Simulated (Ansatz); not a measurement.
Band-structure calculation, with input and output: MgS (part 2 of 2)

MgS (4 atoms in the cell); DFT, dielectric-dependent PBE0 (fraction 1/eps_inf of PBE), plane waves, PAW, no spin polarisation (Ansatz 0.2.0); cutoff 420 eV, 6×6×4 k-mesh, fixed occupations. The structure derives from a Materials Project entry. The geometry comes from this level: r2SCAN.

Geometry of the input (Å; fractional positions):
```
4.0287  0.0000  0.0000
-2.0143  3.4889  0.0000
0.0000  0.0000  6.4542
Mg 0.6667  0.3333  0.4971
Mg 0.3333  0.6667  0.9971
S  0.3333  0.6667  0.3779
S  0.6667  0.3333  0.8779
```

## Output, continued
```
  k-point 2: bands = ["-76.5638", "-76.5638", "-41.4791", "-41.4791", "-41.4754", "-41.4754", "-41.4754", "-41.4754", "-10.0745", "-10.0745", "0.0758", "0.0758", "1.7790", "1.7790", "1.7790", "1.7790", "8.9037", "8.9037", "11.7085", "11.7085", "11.7594"]
  k-point 20: bands = ["-76.5637", "-76.5637", "-41.4794", "-41.4794", "-41.4769", "-41.4769", "-41.4769", "-41.4769", "-9.4968", "-9.4968", "-0.8852", "-0.8852", "-0.0070", "-0.0070", "1.5704", "1.5704", "9.7864", "9.7864", "10.3358", "10.3358", "12.6612"]
```

## File bands.tsv
```
# k_distance	band_0	band_1	band_2	band_3	band_4	band_5	band_6	band_7	band_8	band_9	band_10	band_11	band_12	band_13	band_14	band_15	band_16	band_17	band_18	band_19	band_20
# fermi_ev = 2.138270
# lock_threshold_ev = 1e-6
# [0, 0, 0] at k_distance = 0.000000
# [0.5, 0, 0] at k_distance = 0.900447
# [0.3333333333, 0.3333333333, 0] at k_distance = 1.420320
# [0, 0, 0.5] at k_distance = 2.568361
# [0.5, 0, 0.5] at k_distance = 3.468808
# [0.3333333333, 0.3333333333, 0.5] at k_distance = 3.988682
# levels_relative_to = fermi_ev
# free_energy_ev = -5660.174960
# largest_residual_norms_ev = 5.574e-5 5.404e-5 1.467e-4 1.648e-4 1.573e-4 1.573e-4 1.528e-4 1.529e-4 2.095e-4 2.416e-4 4.361e-4 4.648e-4 4.309e-4 6.086e-4 4.314e-4 4.548e-4 6.334e-4 6.009e-4 1.066e-3 1.067e-3 1.506e-3
0.000000	-78.702141	-78.701989	-43.619088	-43.615640	-43.614054	-43.614054	-43.613351	-43.613351	-12.581239	-11.779264	-3.522602	-0.579908	-0.579908	-0.121281	-0.121281	0.000000	5.198607	6.558298	9.475924	9.475924	10.186956
0.900447	-78.702012	-78.701963	-43.617823	-43.616716	-43.616253	-43.615768	-43.614874	-43.613970	-11.839206	-11.572660	-3.261030	-2.640527	-2.043426	-1.318316	-0.993029	-0.478756	6.523296	6.967243	7.677607	9.431632	10.288777
1.420320	-78.701979	-78.701979	-43.617245	-43.617245	-43.615723	-43.615607	-43.615607	-43.614702	-11.642212	-11.642212	-2.669646	-2.454911	-2.454911	-1.463683	-1.453092	-1.453092	6.561249	8.899679	9.333883	9.333883	9.968163
2.568361	-78.702067	-78.702067	-43.617354	-43.617354	-43.613703	-43.613703	-43.613703	-43.613703	-12.212809	-12.212809	-2.062451	-2.062451	-0.359288	-0.359288	-0.359288	-0.359288	6.765472	6.765472	9.570186	9.570186	9.621107
3.468808	-78.701989	-78.701989	-43.617696	-43.617696	-43.615569	-43.615569	-43.614419	-43.614419	-11.702904	-11.702904	-3.376813	-3.376813	-0.935862	-0.935862	-0.869144	-0.869144	6.402447	6.402447	8.192513	8.192513	11.263741
3.988682	-78.701980	-78.701980	-43.617644	-43.617644	-43.615210	-43.615210	-43.615193	-43.615193	-11.635082	-11.635082	-3.023430	-3.023430	-2.145299	-2.145299	-0.567915	-0.567915	7.648171	7.648171	8.197543	8.197543	10.522934
```

## File rho_z.tsv
```
# z_ang	rho[e/angstrom^3]
# format = ansatz-planar-average/11
# lattice	4.028664793	0.000000000	0.000000000
# lattice	-2.014332397	3.488926054	0.000000000
# lattice	0.000000000	0.000000000	6.454216185
# sites	4
# site	12	2.014332397	1.162975351	3.208517806
# site	12	0.000000000	2.325950703	6.435625898
# site	16	0.000000000	2.325950703	2.438914902
# site	16	2.014332397	1.162975351	5.666022994
0.000000	1.085131e0
0.143427	8.744103e-1
0.286854	5.312077e-1
0.430281	2.500667e-1
0.573708	1.105623e-1
0.717135	6.659826e-2
0.860562	5.698134e-2
1.003989	5.902756e-2
1.147416	6.882784e-2
1.290843	8.583591e-2
1.434270	1.110690e-1
1.577697	1.453793e-1
1.721124	1.870807e-1
1.864551	2.297458e-1
2.007978	2.644798e-1
2.151405	2.864507e-1
2.294832	3.000343e-1
2.438259	3.152528e-1
2.581686	3.487800e-1
2.725114	4.448100e-1
2.868541	6.517710e-1
3.011968	9.239508e-1
3.155395	1.092559e0
3.298822	1.008453e0
3.442249	7.061298e-1
3.585676	3.740421e-1
3.729103	1.637550e-1
3.872530	8.129508e-2
4.015957	5.971049e-2
4.159384	5.692597e-2
4.302811	6.304103e-2
4.446238	7.638629e-2
4.589665	9.734512e-2
4.733092	1.270988e-1
4.876519	1.655935e-1
5.019946	2.088567e-1
5.163373	2.485882e-1
5.306800	2.770133e-1
5.450227	2.937000e-1
5.593654	3.067542e-1
5.737081	3.278108e-1
5.880508	3.850733e-1
6.023935	5.339014e-1
6.167362	7.883115e-1
6.310789	1.033460e0
```

## File v_z.tsv
```
# z_ang	v_es[eV]	v_tot[eV]
# format = ansatz-planar-average/11
# xc	{"exchange":"pbe","correlation":"pbe","exx":{"coeff":0.24779369730387935,"omega":null}}
# density_cutoff_ev	1680
# datasets	Mg=:simpson_from_first_knot:soft:fock:shift=0	S=:simpson_from_first_knot:soft:fock:shift=0
# lattice	4.028664793	0.000000000	0.000000000
# lattice	-2.014332397	3.488926054	0.000000000
# lattice	0.000000000	0.000000000	6.454216185
# sites	4
# site	12	2.014332397	1.162975351	3.208517806
# site	12	0.000000000	2.325950703	6.435625898
# site	16	0.000000000	2.325950703	2.438914902
# site	16	2.014332397	1.162975351	5.666022994
0.000000	-2.732876e0	-1.028318e1
0.143427	-1.337860e0	-8.388823e0
0.286854	4.313373e-1	-6.017764e0
0.430281	2.370325e0	-3.444781e0
0.573708	4.103714e0	-1.127835e0
0.717135	5.401605e0	5.196204e-1
0.860562	6.303403e0	1.503447e0
1.003989	6.966123e0	2.187647e0
1.147416	7.425083e0	2.492993e0
1.290843	7.623971e0	2.429956e0
1.434270	7.500659e0	2.030393e0
1.577697	6.928123e0	1.082675e0
1.721124	5.732289e0	-5.523567e-1
1.864551	4.053464e0	-2.673926e0
2.007978	2.369979e0	-4.768766e0
2.151405	1.030508e0	-6.512493e0
2.294832	2.636568e-2	-7.875709e0
2.438259	-8.310995e-1	-8.996593e0
2.581686	-1.772937e0	-1.008926e1
2.725114	-2.843098e0	-1.119270e1
2.868541	-3.700019e0	-1.194418e1
3.011968	-3.876653e0	-1.193302e1
3.155395	-3.266306e0	-1.102407e1
3.298822	-2.085884e0	-9.399468e0
3.442249	-4.939493e-1	-7.254833e0
3.585676	1.402918e0	-4.727177e0
3.729103	3.283246e0	-2.226810e0
3.872530	4.810696e0	-2.027673e-1
4.015957	5.891176e0	1.066278e0
4.159384	6.658753e0	1.879057e0
4.302811	7.223909e0	2.396271e0
4.446238	7.561027e0	2.497513e0
4.589665	7.607258e0	2.283770e0
4.733092	7.283859e0	1.638267e0
4.876519	6.410592e0	3.498117e-1
5.019946	4.926661e0	-1.582937e0
5.163373	3.181810e0	-3.753594e0
5.306800	1.650945e0	-5.691333e0
5.450227	4.961134e-1	-7.236093e0
5.593654	-4.055812e-1	-8.453213e0
5.737081	-1.280612e0	-9.535221e0
5.880508	-2.304458e0	-1.065430e1
6.023935	-3.331215e0	-1.164329e1
6.167362	-3.891549e0	-1.204968e1
6.310789	-3.659141e0	-1.158605e1
```

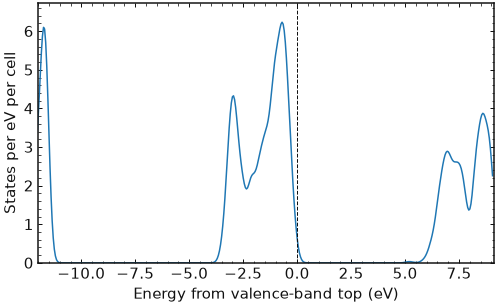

Fig. 1: Density of states (the curve is built from the levels of the k mesh with Gaussians 0.4 eV wide, which also blur the band edges), with energies from the valence-band top. There is a gap of 5.20 eV on the k-point mesh. Small ripples come from the finite k-point mesh.

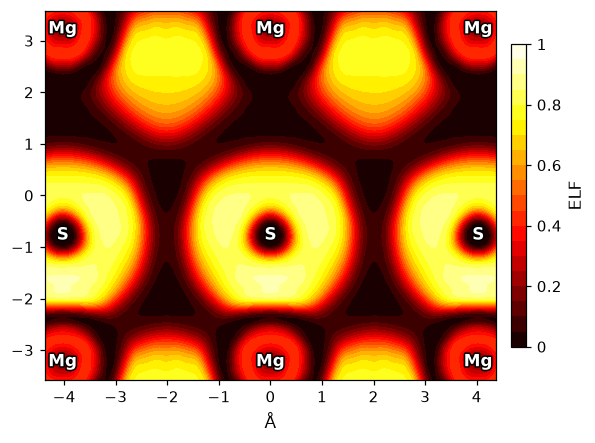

Fig. 2: Electron localisation function on the (100) plane of the conventional cell. The plane passes through Mg and S nuclei. Mg–S (2.46 Å): the ELF is about 0.80 at the midpoint. The fields are those of the smooth PAW valence density.

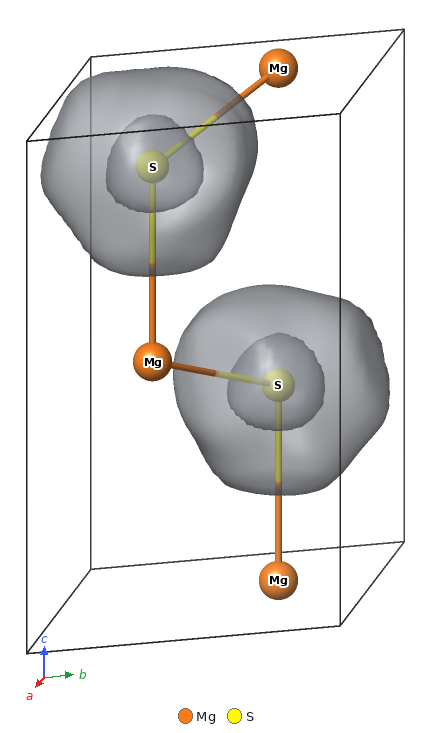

Fig. 3: Isosurface of the ELF at 0.75 (grey), seen slightly off an axis. Core shells and regions of very low density are left out. Sticks mark near contacts. The outline is the cell set on symmetry axes. Profiles from the grid: Mg–S (2.45 Å): the ELF is about 0.85 at the midpoint.

## Summary

```tsv
quantity	value
outcome	converged
space group (tolerance 0.01 Å)	P6₃mc (186)
electrons treated	32
free energy	−5660.1750 eV
Fermi energy	2.138 eV
gap on the k-point mesh	5.20 eV
pressure	−0.02 GPa
largest force (length of the vector)	0.002 eV/Å
hardware	2 threads of Arm Neoverse V1, 24 GiB of memory available, shared host
wall time	2.2 min (CPU time 4.4 min)
peak memory	1.8 GiB
```

## Remarks

Warnings of the run: the exchange loop's threshold is looser than advised for the stress; the SCF threshold is looser than advised for the printed stress.
